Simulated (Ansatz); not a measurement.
# Mo: geometry relaxation (part 2 of 2)

Continued. System: Mo (P6₃/mmc, 8 atoms in the cell). Method: DFT PBE, scalar-relativistic, plane waves, PAW, no spin polarisation (Ansatz 0.2.0); cutoff 420 eV, 8×6×6 k-mesh, Gaussian smearing of 0.1 eV. The structure derives from a Materials Project entry. It belongs to a series of runs on one base structure; here: 8 of 8 Ru sites taken by Mo, cell and atoms relaxed.

Geometry of the input (Å; fractional positions):
```
0.0000  0.0000  -4.9029
5.5110  0.0000  0.0000
-2.7555  -4.7726  0.0000
Mo 0.7500  0.8333  0.1667
Mo 0.7500  0.3333  0.1667
Mo 0.7500  0.8333  0.6667
Mo 0.7500  0.3333  0.6667
Mo 0.2500  0.1667  0.3333
Mo 0.2500  0.6667  0.3333
Mo 0.2500  0.1667  0.8333
Mo 0.2500  0.6667  0.8333
```

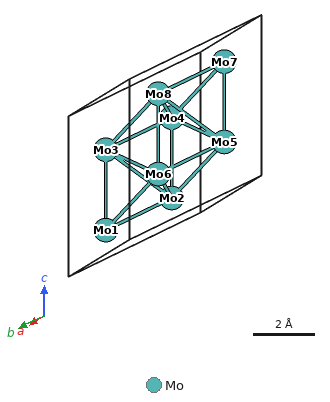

The geometry at step 2 of the log (ball-and-stick view of the cell of the calculation, seen at an oblique angle; atoms are numbered from 1 in the order of the input).

The program's output, continued:
```
SCF iter   1: F=—  HF=-39644.711567 eV  |F-HF|=—  |Δ(HF+E_count)|=         —  Δρ=8.60e-5  dr2=1.99e-7  ethr=1.44e-8  ⟨swp⟩=3.9  Hψ=14412  notcnv=0
preconditioner: auto → Kerker (q_TF=auto, 2.665 Å⁻¹)  [metal: Δε(μ)=0.008 eV  Ē_g=3.839 eV  σ=0.100 eV  W_gap=0.05  n_scr=46 (ndim 8)  ℏωp=22.7 eV  f_vac=0.000  D(μ)=10.54/eV (n_scr^D=132)]
SCF iter   2: F=—  HF=-39644.711572 eV  |F-HF|=—  |Δ(HF+E_count)|=   5.46e-6  Δρ=4.37e-5  dr2=5.12e-8  ethr=1.77e-10  ⟨swp⟩=1.7  Hψ=2530  notcnv=0
iter 3 did not close the SCF: its close was put off for the readings that it lacked (scf_convergence_deferred on its scf_iter line)
SCF iter   3: F=-39644.711577 eV  HF=-39644.711577 eV  |F-HF|=0.00e0  |Δ(HF+E_count)|=   4.40e-6  Δρ=1.89e-7  dr2=1.66e-11  ethr=4.57e-11  ⟨swp⟩=1.0  Hψ=2380  notcnv=0
iter 4 did not close the SCF: its close was put off for the readings that it lacked (scf_convergence_deferred on its scf_iter line)
SCF iter   4: F=-39644.711577 eV  HF=-39644.711577 eV  |F-HF|=7.28e-12  |Δ(HF+E_count)|=  4.37e-11  Δρ=7.89e-8  dr2=2.28e-12  ethr=1.00e-12  ⟨swp⟩=1.1  Hψ=2382  notcnv=0
iter 5 did not close the SCF: its close was put off for the readings that it lacked (scf_convergence_deferred on its scf_iter line)
SCF iter   5: F=-39644.711577 eV  HF=-39644.711577 eV  |F-HF|=0.00e0  |Δ(HF+E_count)|=  1.46e-11  Δρ=1.02e-8  dr2=8.07e-14  ethr=1.00e-12  ⟨swp⟩=1.0  Hψ=2380  notcnv=0
iter 6 did not close the SCF: its close was put off for the readings that it lacked (scf_convergence_deferred on its scf_iter line)
SCF iter   6: F=-39644.711577 eV  HF=-39644.711577 eV  |F-HF|=2.18e-11  |Δ(HF+E_count)|=  2.18e-11  Δρ=2.59e-9  dr2=6.02e-15  ethr=1.00e-12  ⟨swp⟩=1.0  Hψ=2380  notcnv=0
SCF iter   7: F=-39644.711577 eV  HF=-39644.711577 eV  |F-HF|=1.46e-11  |Δ(HF+E_count)|=  7.28e-12  Δρ=3.14e-10  dr2=1.14e-16  ethr=1.00e-12  ⟨swp⟩=1.1  Hψ=4942  notcnv=0
SCF 4 converged in 7 iterations: F = -39644.711577 eV  dr2 = 1.14e-16
relax step   4: F+E_penalty+E_count = -39644.71157666 eV  Δ(F+E_penalty+E_count) = +9.006e-6 eV  max|allowed force component| = 1.048e-17 eV/Å  Δτ_max = 0.0000 Å  P = +0.023 GPa  Ω = 128.933 Å³  stress off target by 2.30e-2 GPa  SCF on the basis re-selected at this cell (its energy is not comparable with the rows above)  (7 SCF iters)
basis re-selected at this cell: Δ(F+E_penalty+E_count) = +9.006e-6 eV, ΔP = +0.000 GPa vs the last step (what re-selecting the basis moved, of the pressure what is left beyond the Pulay correction that the steps carried, after the strain that the cell walked since its last selection, with what the two solves' SCF thresholds leave and, on support functions, any second-order correction that the steps lacked; it is no measure of the basis error at this ecutwfc). This SCF's stress stands 2.30e-2 GPa from its target on what of the cell is left free (relax.cell.stress_tol is 1.50e-1 GPa) and its largest allowed force component is 1.05e-17 eV/Å (relax.f_tol is 1.50e-2 eV/Å): within both
SCF converged after 7 iterations
Free energy (F): -39644.711577 eV
Harris-Foulkes:  -39644.711577 eV  (|F-HF|=1.46e-11)
Internal energy: -39644.658857 eV  (E = F + TS)
E sigma→0 (E₀):  -39644.685217 eV
Entropy (-TS):   -0.052720 eV (-6.590 meV/atom)
Fermi energy:    20.060571 eV
--- Per-component energies (eV) ---
  E_band       = -506.151588
  E_kinetic    = 3525.998901
  E_local      = -6496.426603  (includes V_loc(G=0)·N_el)
  E_nonlocal   = 1145.321197
  E_hartree    = 2150.430950
  E_xc         = -1465.856575
  E_vxc        = -1829.337411  (∫ρ·V_xc dr)
  E_paw        = -25610.774636  (= ΣΔE_a)
  E_vpaw       = -1152.569911  (= ΣTr[D̂ρ^β])
  E_aug_tail   = 0.000340  (compensation charges beyond the density's cutoff)
  E_ewald      = -12893.352430
  E_smearing   = -0.052720  (= −TS)
  E_closure    = 0.000000  (closes the sum)
  Σ components = -39644.711577   (vs F -39644.711577, Δ=0.00e0)
--- Forces (eV/Å), atoms counted from 1 ---
  atom   1  Mo     0.00000000    -0.00000000     0.00000000
  atom   2  Mo     0.00000000    -0.00000000     0.00000000
  atom   3  Mo     0.00000000     0.00000000     0.00000000
  atom   4  Mo     0.00000000     0.00000000     0.00000000
  atom   5  Mo    -0.00000000    -0.00000000    -0.00000000
  atom   6  Mo    -0.00000000    -0.00000000    -0.00000000
  atom   7  Mo    -0.00000000     0.00000000    -0.00000000
  atom   8  Mo    -0.00000000     0.00000000    -0.00000000
  max |Σ_I F_I| component: 5.20e-18 eV/Å
--- Stress (GPa, compression-positive) ---
        0.022628       0.000000      -0.000000
        0.000000       0.022628       0.000000
       -0.000000       0.000000       0.023015
  P = ⅓ Tr σ = 0.0228 GPa (0.228 kbar)
--- Band table (eV; the first three rows and the last of 35) ---
  k-point 0: bands = ["-40.7905", "-40.6383", "-40.5355", "-40.5355", "-40.5355", "-40.4863", "-40.4863", "-40.4863", "-15.4098", "-15.4098", "-15.4098", "-15.3282", "-15.2653", "-15.2653", "-15.2653", "-14.7862", "-14.7862", "-14.7862", "-14.4668", "-14.4668", "-14.4668", "-14.4595", "-14.4595", "-14.4595", "-14.2970", "-14.2811", "-14.2811", "-14.2811", "-14.1320", "-14.1320", "-14.0306", "-14.0306", "13.2603", "15.3679", "15.4741", "15.4741", "15.4741", "15.9243", "15.9243", "15.9243", "15.9863", "15.9863", "15.9863", "18.3350", "18.8822", "18.8822", "18.8822", "19.4242", "19.4242", "19.7065", "19.7065", "19.7065", "19.7418", "19.7418", "19.7418", "19.8691", "19.8691", "19.8691", "19.9099", "19.9099", "20.6363", "21.5433", "21.5433", "23.4252", "23.4252", "23.6991", "23.6991", "23.6991"]
  k-point 1: bands = ["-40.7749", "-40.6271", "-40.5558", "-40.5357", "-40.5357", "-40.4937", "-40.4861", "-40.4861", "-15.3638", "-15.3638", "-15.3277", "-15.3002", "-15.2224", "-15.2224", "-15.1882", "-14.8431", "-14.7879", "-14.7879", "-14.5147", "-14.5147", "-14.4578", "-14.4578", "-14.4456", "-14.4285", "-14.3339", "-14.3339", "-14.3000", "-14.2641", "-14.2208", "-14.1562", "-14.1203", "-14.0467", "13.5241", "15.5932", "15.6218", "15.7432", "15.7432", "16.0213", "16.0243", "16.0243", "16.1166", "16.2225", "16.2225", "18.3811", "18.8962", "18.8962", "19.0125", "19.1691", "19.2928", "19.4594", "19.4594", "19.5567", "19.5567", "19.6683", "19.7195", "19.7978", "19.8665", "19.8665", "19.9306", "19.9415", "20.1452", "21.2453", "21.3586", "23.4773", "23.4773", "23.5001", "23.7071", "23.7544"]
  k-point 2: bands = ["-40.7315", "-40.6065", "-40.5969", "-40.5362", "-40.5362", "-40.5185", "-40.4857", "-40.4857", "-15.2456", "-15.2456", "-15.2207", "-15.1255", "-15.1255", "-15.1007", "-14.9742", "-14.9664", "-14.7913", "-14.7913", "-14.6230", "-14.6230", "-14.4644", "-14.4644", "-14.4613", "-14.4545", "-14.4545", "-14.3870", "-14.3755", "-14.3593", "-14.3110", "-14.2204", "-14.2175", "-14.0916", "14.2382", "15.7205", "16.1283", "16.2171", "16.2622", "16.2622", "16.4875", "16.4875", "16.6787", "16.8057", "16.8057", "18.2619", "18.5631", "18.7038", "18.7258", "18.7258", "18.7417", "18.7417", "19.0359", "19.3818", "19.3899", "19.4308", "19.4308", "19.7075", "19.7644", "19.7644", "20.0613", "20.3778", "20.6438", "20.8257", "20.9347", "22.1926", "22.1926", "22.1989", "22.8060", "23.0453"]
  k-point 34: bands = ["-40.5884", "-40.5884", "-40.5884", "-40.5884", "-40.5884", "-40.5884", "-40.4850", "-40.4850", "-15.1033", "-15.1033", "-14.9682", "-14.9682", "-14.9682", "-14.9682", "-14.9682", "-14.9682", "-14.9649", "-14.9649", "-14.5627", "-14.5627", "-14.5627", "-14.5627", "-14.5627", "-14.5627", "-14.4554", "-14.4554", "-14.3203", "-14.3203", "-14.3203", "-14.3203", "-14.3203", "-14.3203", "16.3344", "16.3344", "16.3344", "16.3344", "16.3344", "16.3344", "17.0339", "17.0339", "17.5213", "17.5213", "17.9298", "17.9298", "17.9298", "17.9298", "17.9298", "17.9298", "18.4063", "18.4063", "18.4063", "18.4063", "18.4063", "18.4063", "18.9492", "18.9492", "20.4468", "20.4468", "20.9910", "20.9910", "20.9910", "20.9910", "20.9910", "20.9910", "23.2806", "23.2806", "23.2806", "23.2806"]
--- Relaxed structure (3 steps of the walk, 2 accepted, 1 SCFs on fresh bases) ---
  F+E_penalty+E_count = -39644.71157666 eV   max|allowed force component| = 1.048e-17 eV/Å   (the final SCF, on the basis selected at the relaxed cell)
  cell:  # Å, volume = 128.9331 Å³
    - [-1.495214047501774e-33, 2.6166245831281045e-33, -4.908270062162681]
    - [5.507476812608606, -2.8849344551659574e-11, 1.400546274932843e-33]
    - [-2.753738406329287, -4.769614830458376, 2.089416765008881e-33]
  atoms:
    - { symbol: Mo, position: [0.75, 0.8333333333333335, 0.16666666666666666] }
    - { symbol: Mo, position: [0.75, 0.33333333333333337, 0.16666666666666666] }
    - { symbol: Mo, position: [0.75, 0.8333333333333334, 0.6666666666666666] }
    - { symbol: Mo, position: [0.75, 0.33333333333333337, 0.6666666666666666] }
    - { symbol: Mo, position: [0.24999999999999997, 0.16666666666666663, 0.33333333333333337] }
    - { symbol: Mo, position: [0.24999999999999997, 0.6666666666666666, 0.33333333333333337] }
    - { symbol: Mo, position: [0.24999999999999997, 0.16666666666666663, 0.8333333333333334] }
    - { symbol: Mo, position: [0.24999999999999997, 0.6666666666666666, 0.8333333333333335] }
```

Trajectory as extended XYZ (Å, eV, eV/Å), 4 frames, from step=1 to step=4:
```
8
Lattice="0.0000 0.0000 -4.9029 5.5110 0.0000 0.0000 -2.7555 -4.7726 0.0000" Properties=species:S:1:pos:R:3:forces:R:3 step=1 energy=-39644.71136 pressure_GPa=-0.06
Mo    4.1332   -0.7954   -3.6772    0.0000   0.0000   0.0000
Mo    1.3777   -0.7954   -3.6772    0.0000   0.0000   0.0000
Mo    2.7555   -3.1818   -3.6772    0.0000   0.0000   0.0000
Mo    0.0000   -3.1818   -3.6772    0.0000   0.0000   0.0000
Mo    0.0000   -1.5909   -1.2257    0.0000   0.0000   0.0000
Mo    2.7555   -1.5909   -1.2257    0.0000   0.0000   0.0000
Mo   -1.3777   -3.9772   -1.2257    0.0000   0.0000   0.0000
Mo    1.3777   -3.9772   -1.2257    0.0000   0.0000   0.0000
8
Lattice="0.0000 0.0000 -4.9153 5.5046 0.0000 0.0000 -2.7523 -4.7671 0.0000" Properties=species:S:1:pos:R:3:forces:R:3 step=2 energy=-39644.71130 pressure_GPa=-0.02 accepted=F
Mo    4.1285   -0.7945   -3.6865    0.0000   0.0000   0.0000
Mo    1.3762   -0.7945   -3.6865    0.0000   0.0000   0.0000
Mo    2.7523   -3.1781   -3.6865    0.0000   0.0000   0.0000
Mo    0.0000   -3.1781   -3.6865    0.0000   0.0000   0.0000
Mo    0.0000   -1.5890   -1.2288    0.0000   0.0000   0.0000
Mo    2.7523   -1.5890   -1.2288    0.0000   0.0000   0.0000
Mo   -1.3762   -3.9726   -1.2288    0.0000   0.0000   0.0000
Mo    1.3762   -3.9726   -1.2288    0.0000   0.0000   0.0000
8
Lattice="0.0000 0.0000 -4.9083 5.5075 0.0000 0.0000 -2.7537 -4.7696 0.0000" Properties=species:S:1:pos:R:3:forces:R:3 step=3 energy=-39644.71159 pressure_GPa=0.02
Mo    4.1306   -0.7949   -3.6812    0.0000   0.0000   0.0000
Mo    1.3769   -0.7949   -3.6812    0.0000   0.0000   0.0000
Mo    2.7537   -3.1797   -3.6812    0.0000   0.0000   0.0000
Mo    0.0000   -3.1797   -3.6812    0.0000   0.0000   0.0000
Mo    0.0000   -1.5899   -1.2271    0.0000   0.0000   0.0000
Mo    2.7537   -1.5899   -1.2271    0.0000   0.0000   0.0000
Mo   -1.3769   -3.9747   -1.2271    0.0000   0.0000   0.0000
Mo    1.3769   -3.9747   -1.2271    0.0000   0.0000   0.0000
8
Lattice="0.0000 0.0000 -4.9083 5.5075 0.0000 0.0000 -2.7537 -4.7696 0.0000" Properties=species:S:1:pos:R:3:forces:R:3 step=4 energy=-39644.71158 pressure_GPa=0.02
Mo    4.1306   -0.7949   -3.6812    0.0000   0.0000   0.0000
Mo    1.3769   -0.7949   -3.6812    0.0000   0.0000   0.0000
Mo    2.7537   -3.1797   -3.6812    0.0000   0.0000   0.0000
Mo    0.0000   -3.1797   -3.6812    0.0000   0.0000   0.0000
Mo    0.0000   -1.5899   -1.2271    0.0000   0.0000   0.0000
Mo    2.7537   -1.5899   -1.2271    0.0000   0.0000   0.0000
Mo   -1.3769   -3.9747   -1.2271    0.0000   0.0000   0.0000
Mo    1.3769   -3.9747   -1.2271    0.0000   0.0000   0.0000
```

Key numbers:

| quantity | value |
| --- | --- |
| outcome | converged |
| space group (tolerance 0.01 Å) | P6₃/mmc (194) |
| electrons treated | 112 |
| free energy | −39644.7116 eV |
| Fermi energy | 20.061 eV |
| gap on the k-point mesh | none (metallic) |
| pressure | 0.02 GPa |
| final volume | 128.93 Å³ |
| largest force (length of the vector) at the end | under 0.001 eV/Å |
| final cell | a = 4.908 Å, b = 5.507 Å, c = 5.507 Å, α = 120.00°, β = 90.00°, γ = 90.00° |
| hardware | 1 thread of Intel Xeon (Sapphire Rapids), 192 GiB of memory available, shared host |
| wall time | 66 s |
| peak memory | 0.55 GiB |
